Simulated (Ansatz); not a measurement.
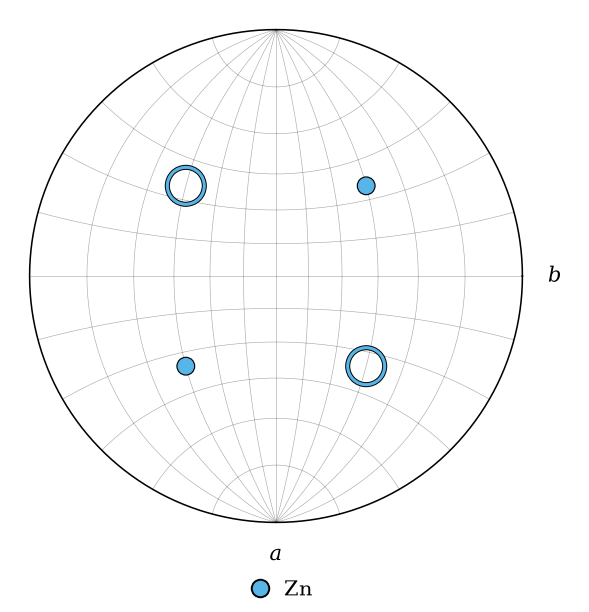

Crystal: ZnSe, the end point of a relaxation with Ansatz, DFT PBE, scalar-relativistic, plane waves, PAW. Directions from one selenium atom at (1/4, 1/4, 1/4) to its bonded neighbours, in stereographic projection down c (filled: above the plane of the page or in it, open: below). Geometry calculated from the standardised cell; symmetry tolerance 0.002 Å.

Neighbours are counted up to 2.95 Å for Zn.

```
Zn Se
1.0
     5.73176    0.00000    0.00000
     0.00000    5.73176    0.00000
     0.00000    0.00000    5.73176
Zn Se
4 4
Direct
  0.00000 0.00000 0.00000
  0.00000 0.50000 0.50000
  0.50000 0.00000 0.50000
  0.50000 0.50000 0.00000
  0.25000 0.25000 0.25000
  0.25000 0.75000 0.75000
  0.75000 0.25000 0.75000
  0.75000 0.75000 0.25000
```

How many neighbours are there, and at what angles?

4: 4 Zn at 2.48 Å. Angles between bonds: 109° (6×).

What is the site's symmetry in the crystal?

Point group -43m (Td), order 24: three −4 axes, four threefold axes, six mirror planes. In F-43m, No. 216 this is Wyckoff position 4c.
